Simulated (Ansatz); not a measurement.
**Geometry relaxation, with input and output: Al$_{26}$InAs$_{27}$ (part 1 of 4)**

Al$_{26}$InAs$_{27}$ (defect cell, 54 atoms in the cell), computed with DFT, PBE, plane-wave PAW, default files, scalar-relativistic, no spin polarisation (Ansatz 0.2.0).

The structure derives from an entry of the Crystallography Open Database. It belongs to a series of runs on one base structure; here: In on a Al site, charge +0, ions relaxed.

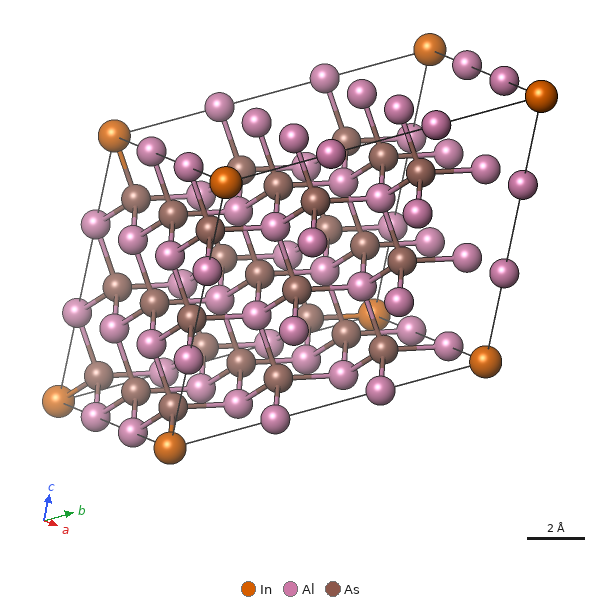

The starting structure (ball-and-stick view of the cell of the calculation, seen slightly off an axis).

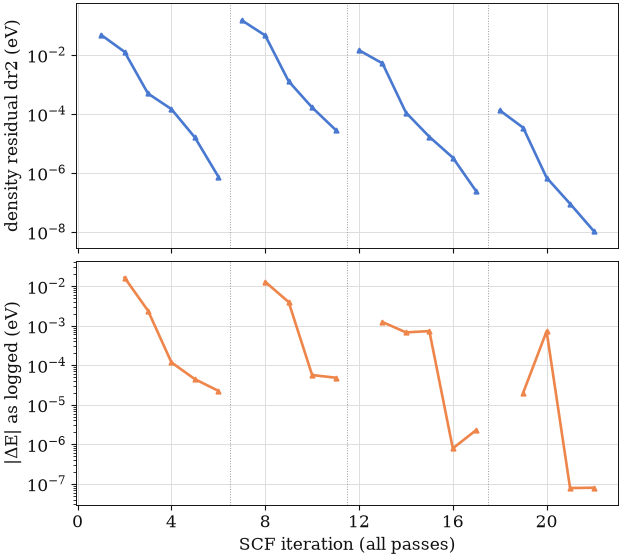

Convergence of the self-consistent field: density residual dr2 and size of the energy change against the SCF iteration. The dotted lines part the SCF passes of the relaxation: geometry steps, rejected trials and re-solves on a re-selected basis. The passes take 6, 5, 6 and 5 iterations.

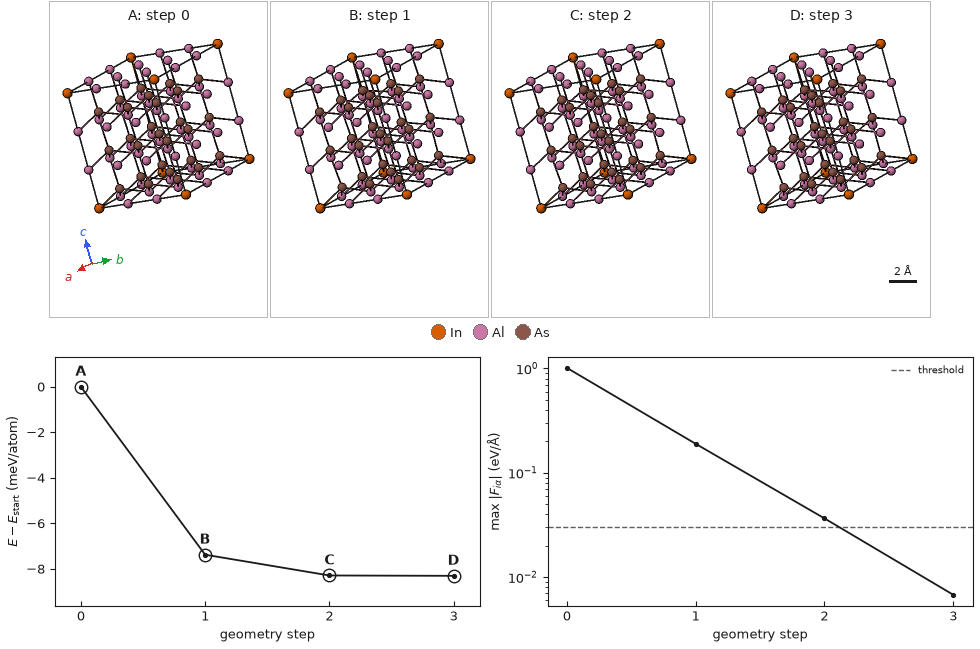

Frames of the relaxation (ball-and-stick view of the cell of the calculation, seen slightly off an axis) above the curves, on which the letters mark them (the first geometry is step 0 here and step 1 in the log).

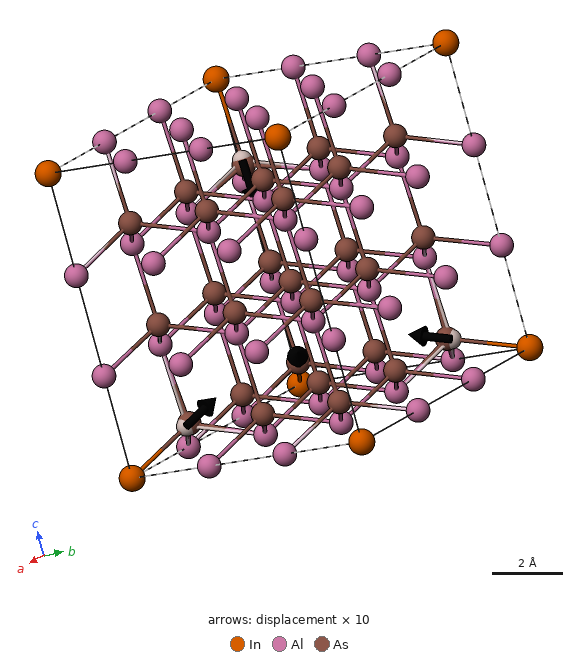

Start (faint) and end (solid) with the displacements as black arrows, magnified 10 times (ball-and-stick view of the cell of the calculation, seen slightly off an axis). The largest moves, 0.14 Å, are those of As28, As30, As34 and As46. By element the largest moves are As 0.14 Å, Al 0.02 Å. In stays in place. The cell doesn't change. Among the contacts that change: In1–As28 2.451 → 2.588 Å, Al10–As28 2.451 → 2.430 Å, Al10–As37 2.451 → 2.436 Å. Among the angles that change: As30–Al6–As32 109.5° → 106.2°, In1–As28–Al2 109.5° → 106.7°, Al2–As28–Al4 109.5° → 112.1°. The energy falls by 8.3 meV per atom in 3 geometry steps. The largest force component goes from 1 to 0.0068 eV/Å. (Atoms are counted from 1 in the order of the input.)

The input and output of the run follow.

**The input**
```yaml
crystal:
  lattice:
    - [0.0, 8.4912, 8.4912]
    - [8.4912, 0.0, 8.4912]
    - [8.4912, 8.4912, 0.0]
  atoms:
    - { symbol: In, position: [0.0, 0.0, 0.0] }
    - { symbol: Al, position: [0.0, 0.0, 0.3333333333] }
    - { symbol: Al, position: [0.0, 0.0, 0.6666666667] }
    - { symbol: Al, position: [0.0, 0.3333333333, 0.0] }
    - { symbol: Al, position: [0.0, 0.3333333333, 0.3333333333] }
    - { symbol: Al, position: [0.0, 0.3333333333, 0.6666666667] }
    - { symbol: Al, position: [0.0, 0.6666666667, 0.0] }
    - { symbol: Al, position: [0.0, 0.6666666667, 0.3333333333] }
    - { symbol: Al, position: [0.0, 0.6666666667, 0.6666666667] }
    - { symbol: Al, position: [0.3333333333, 0.0, 0.0] }
    - { symbol: Al, position: [0.3333333333, 0.0, 0.3333333333] }
    - { symbol: Al, position: [0.3333333333, 0.0, 0.6666666667] }
    - { symbol: Al, position: [0.3333333333, 0.3333333333, 0.0] }
    - { symbol: Al, position: [0.3333333333, 0.3333333333, 0.3333333333] }
    - { symbol: Al, position: [0.3333333333, 0.3333333333, 0.6666666667] }
    - { symbol: Al, position: [0.3333333333, 0.6666666667, 0.0] }
    - { symbol: Al, position: [0.3333333333, 0.6666666667, 0.3333333333] }
    - { symbol: Al, position: [0.3333333333, 0.6666666667, 0.6666666667] }
    - { symbol: Al, position: [0.6666666667, 0.0, 0.0] }
    - { symbol: Al, position: [0.6666666667, 0.0, 0.3333333333] }
    - { symbol: Al, position: [0.6666666667, 0.0, 0.6666666667] }
    - { symbol: Al, position: [0.6666666667, 0.3333333333, 0.0] }
    - { symbol: Al, position: [0.6666666667, 0.3333333333, 0.3333333333] }
    - { symbol: Al, position: [0.6666666667, 0.3333333333, 0.6666666667] }
    - { symbol: Al, position: [0.6666666667, 0.6666666667, 0.0] }
    - { symbol: Al, position: [0.6666666667, 0.6666666667, 0.3333333333] }
    - { symbol: Al, position: [0.6666666667, 0.6666666667, 0.6666666667] }
    - { symbol: As, position: [0.0833333333, 0.0833333333, 0.0833333333] }
    - { symbol: As, position: [0.0833333333, 0.0833333333, 0.4166666667] }
    - { symbol: As, position: [0.0833333333, 0.0833333333, 0.75] }
    - { symbol: As, position: [0.0833333333, 0.4166666667, 0.0833333333] }
    - { symbol: As, position: [0.0833333333, 0.4166666667, 0.4166666667] }
    - { symbol: As, position: [0.0833333333, 0.4166666667, 0.75] }
    - { symbol: As, position: [0.0833333333, 0.75, 0.0833333333] }
    - { symbol: As, position: [0.0833333333, 0.75, 0.4166666667] }
    - { symbol: As, position: [0.0833333333, 0.75, 0.75] }
    - { symbol: As, position: [0.4166666667, 0.0833333333, 0.0833333333] }
    - { symbol: As, position: [0.4166666667, 0.0833333333, 0.4166666667] }
    - { symbol: As, position: [0.4166666667, 0.0833333333, 0.75] }
    - { symbol: As, position: [0.4166666667, 0.4166666667, 0.0833333333] }
    - { symbol: As, position: [0.4166666667, 0.4166666667, 0.4166666667] }
    - { symbol: As, position: [0.4166666667, 0.4166666667, 0.75] }
    - { symbol: As, position: [0.4166666667, 0.75, 0.0833333333] }
    - { symbol: As, position: [0.4166666667, 0.75, 0.4166666667] }
    - { symbol: As, position: [0.4166666667, 0.75, 0.75] }
    - { symbol: As, position: [0.75, 0.0833333333, 0.0833333333] }
    - { symbol: As, position: [0.75, 0.0833333333, 0.4166666667] }
    - { symbol: As, position: [0.75, 0.0833333333, 0.75] }
    - { symbol: As, position: [0.75, 0.4166666667, 0.0833333333] }
    - { symbol: As, position: [0.75, 0.4166666667, 0.4166666667] }
    - { symbol: As, position: [0.75, 0.4166666667, 0.75] }
    - { symbol: As, position: [0.75, 0.75, 0.0833333333] }
    - { symbol: As, position: [0.75, 0.75, 0.4166666667] }
    - { symbol: As, position: [0.75, 0.75, 0.75] }
kpoints:
  mp_grid: { grid: [2, 2, 2] }
scf:
  occupations: { method: fermi_dirac, width: 0.01 }
hamiltonian:
  xc: pbe
  pseudopotentials: { kind: paw }
output:
  forces: true
  stress: true
  populations: true
  efg:
    quadrupole_moments_barn: { In: 0.772, Al: 0.1466, As: 0.311 }
    contact_densities: true
relax:
  f_tol: 0.03
  max_steps: 40
```

Launch command:
```bash
ansatz run input.yaml --threads 4 --pin off --max-ram 8192MiB --backend cpu --events-out ev --progress --plain --runs-dir out
```

**What the program printed**
```
Warning: output.stress: scf.convergence.dr2_threshold = 1e-7 eV (the SCF's general default) is looser than the 5.4e-9 eV advised for a printed stress (1e-10 eV for each atom of the cell: 54). What an SCF threshold leaves in a stress goes as its square root, and in the free energy as the threshold itself, and one threshold admits the most on a small cell: of the crystals measured, under no hybrid functional and no lock of the moments, on runs that ended without the residual-converged pass, on stresses that held no estimate of that error, the worst erred by over 100 MPa in a component at 1e-7 eV an atom and by under 5 at 1e-10. Every solve of this run answers to scf.convergence.dr2_threshold, and the tensor of one is reported: a single SCF on the reported geometry and on this run's grids (its basis.xc_grid and basis.ecutrho_ratio typed), with scf.convergence.dr2_threshold at 5.4e-9 eV or tighter, prints it and tightens no other solve. Else set scf.convergence.dr2_threshold to 5.4e-9 eV or tighter. The threshold is an SCF's pass mark: one that does not reach it within its budget of iterations ends unconverged, or closes short of it on a stop that the run arms, and scf.convergence.dr2_threshold's page says what that costs each kind of run
In: output.efg is read without spin–orbit coupling, which moves field gradients at and beside such atoms by some per cent and up to a factor of two; PAW files take it under magnetization.noncollinear and magnetization.spin_orbit
Engine: ansatz 0.2.0, aarch64-unknown-linux-gnu
Pseudopotentials: kind: paw
Pseudopotential: In, paw, valence charge 13, recommended cutoff 420 eV (normal), In.paw.azcp
Pseudopotential: Al, paw, valence charge 3, recommended cutoff 420 eV (normal), Al.paw.azcp
Pseudopotential: As, paw, valence charge 15, recommended cutoff 420 eV (normal), As.paw.azcp
Functional definition: PBE
  parameter kappa = 0.804
  parameter beta = 0.06672455060314922
  exchange = pbe_x(kappa = kappa, mu = beta*pi^2/3)
  correlation = pbe_c(beta = beta)
Crystal: 54 atoms, lattice volume = 1224.439 Å³
Basis set: ecut = 420 eV, 23973 PW (Γ), exchange–correlation on 162×162×162 points (8 copies of the dense FFT grid, shifted against one another)
Bands: 302, of which v1, the nominal top of the filled ones, is band 248 counted from 1 (247 counted from 0)
Symmetry: 24 space group operations
Space group: F-43m (ITA 216), of the structure as read, at distance tolerance 1.1e-4 Å
k-points: 3 of 8
Non-local potential: In, projectors of the file, l = 0: 2, l = 1: 2, l = 2: 2, l = 3: 2
Non-local potential: Al, projectors of the file, l = 0: 2, l = 1: 2, l = 2: 1
Non-local potential: As, projectors of the file, l = 0: 2, l = 1: 2, l = 2: 3, l = 3: 1
PAW form: soft (Blöchl's): semilocal exchange-correlation on the pseudo side does not see the compensation charge
PAW one-centre angular grid: In, 590 points (default); XC on 64 Gauss nodes
PAW one-centre angular grid: Al, 110 points (default); XC on 64 Gauss nodes
PAW one-centre angular grid: As, 590 points (default); XC on 64 Gauss nodes
Initial density: superposition of atomic densities (neutral atoms: chi_scale 0, normalization atom), corrected by the library's trained network
Initial wavefunctions: pseudopotential atomic-orbital guess
Functional: x = pbe(κ = 0.804, μ = 0.2195149727645171), c = pbe(β = 0.06672455060314922)
SCF iter   1: F=—  HF=-150713.064413 eV  |F-HF|=—  |Δ(HF+E_count)|=         —  Δρ=1.41e-3  dr2=4.78e-2  ethr=1.77e-3  ⟨swp⟩=6.0  Hψ=3454  notcnv=0  defer=34
preconditioner: auto → Resta (q_TF=auto, 2.347 Å⁻¹)  ε∞=4.3  [insulator: Δε(μ)=1.406 eV  Ē_g=8.844 eV  σ=0.010 eV  W_gap=1.00  n_scr=282 (ndim 8)  ℏωp=16.0 eV  f_vac=0.007  D(μ)=0.00/eV (n_scr^D=0)  ε∞_Penn≈4.3]
SCF iter   2: F=—  HF=-150713.047876 eV  |F-HF|=—  |Δ(HF+E_count)|=   1.65e-2  Δρ=7.29e-4  dr2=1.27e-2  ethr=9.63e-6  ⟨swp⟩=2.0  Hψ=1223  notcnv=0  defer=139
SCF iter   3: F=—  HF=-150713.045464 eV  |F-HF|=—  |Δ(HF+E_count)|=   2.41e-3  Δρ=1.65e-4  dr2=4.91e-4  ethr=2.56e-6  ⟨swp⟩=2.0  Hψ=1113  notcnv=0  defer=139
SCF iter   4: F=—  HF=-150713.045581 eV  |F-HF|=—  |Δ(HF+E_count)|=   1.18e-4  Δρ=7.58e-5  dr2=1.45e-4  ethr=9.90e-8  ⟨swp⟩=2.0  Hψ=1511  notcnv=0  defer=139
iter 5 did not close the SCF: its close was put off for the readings that it lacked (scf_convergence_deferred on its scf_iter line)
SCF iter   5: F=-150713.045554 eV  HF=-150713.045537 eV  |F-HF|=1.75e-5  |Δ(HF+E_count)|=   4.45e-5  Δρ=2.90e-5  dr2=1.59e-5  ethr=2.92e-8  ⟨swp⟩=2.0  Hψ=1511  notcnv=0  defer=139
SCF iter   6: F=-150713.045560 eV  HF=-150713.045559 eV  |F-HF|=9.32e-7  |Δ(HF+E_count)|=   2.25e-5  Δρ=7.69e-6  dr2=7.47e-7  ethr=3.21e-9  ⟨swp⟩=1.0  Hψ=2429  notcnv=0
SCF 1 converged in 6 iterations: F = -150713.045560 eV  dr2 = 7.47e-7
  greatest PAW one-centre occupation: 0.999 electrons in one spin orbital (limit 2), on the As atom at site 29 (counted from 0), in its partial waves of l = 2
relax step   1: F+E_penalty+E_count = -150713.04556026 eV  Δ(F+E_penalty+E_count) = +0.000e0 eV  max|allowed force component| = 1.014e0 eV/Å  Δτ_max = 0.0000 Å  (6 SCF iters, dr2 threshold 2.25e-5 eV, accepted)
Initial density: handed on by an earlier stage of this run
Initial wavefunctions: those handed on with the density
iter 1 solved again at ethr=3.06e-5 eV; its pass at ethr=3.10e-3 eV (dr2=1.52e-1 eV) is discarded
SCF iter   1: F=—  HF=-150713.460794 eV  |F-HF|=—  |Δ(HF+E_count)|=         —  Δρ=3.91e-3  dr2=1.49e-1  ethr=3.06e-5  ⟨swp⟩=2.0  Hψ=2790  notcnv=0  defer=138
preconditioner: auto → Resta (q_TF=auto, 2.347 Å⁻¹)  ε∞=4.3  [insulator: Δε(μ)=1.412 eV  Ē_g=8.828 eV  σ=0.010 eV  W_gap=1.00  n_scr=282 (ndim 8)  ℏωp=16.0 eV  f_vac=0.006  D(μ)=0.00/eV (n_scr^D=0)  ε∞_Penn≈4.3]
SCF iter   2: F=—  HF=-150713.447849 eV  |F-HF|=—  |Δ(HF+E_count)|=   1.29e-2  Δρ=2.16e-3  dr2=4.56e-2  ethr=3.00e-5  ⟨swp⟩=2.3  Hψ=963  notcnv=0  defer=138
SCF iter   3: F=—  HF=-150713.443877 eV  |F-HF|=—  |Δ(HF+E_count)|=   3.97e-3  Δρ=2.71e-4  dr2=1.27e-3  ethr=9.20e-6  ⟨swp⟩=3.0  Hψ=1109  notcnv=0  defer=138
SCF iter   4: F=—  HF=-150713.443934 eV  |F-HF|=—  |Δ(HF+E_count)|=   5.65e-5  Δρ=8.41e-5  dr2=1.65e-4  ethr=2.56e-7  ⟨swp⟩=2.0  Hψ=1356  notcnv=0  defer=138
SCF iter   5: F=-150713.443902 eV  HF=-150713.443885 eV  |F-HF|=1.68e-5  |Δ(HF+E_count)|=   4.84e-5  Δρ=4.27e-5  dr2=2.88e-5  ethr=1.30e-8  ⟨swp⟩=2.0  Hψ=3146  notcnv=0
SCF 2 converged in 5 iterations: F = -150713.443902 eV  dr2 = 2.88e-5
  greatest PAW one-centre occupation: 0.999 electrons in one spin orbital (limit 2), on the As atom at site 33 (counted from 0), in its partial waves of l = 2
relax step   2: F+E_penalty+E_count = -150713.44390220 eV  Δ(F+E_penalty+E_count) = -3.983e-1 eV  max|allowed force component| = 1.898e-1 eV/Å  Δτ_max = 0.1775 Å  (5 SCF iters, dr2 threshold 6.43e-5 eV, accepted)
```
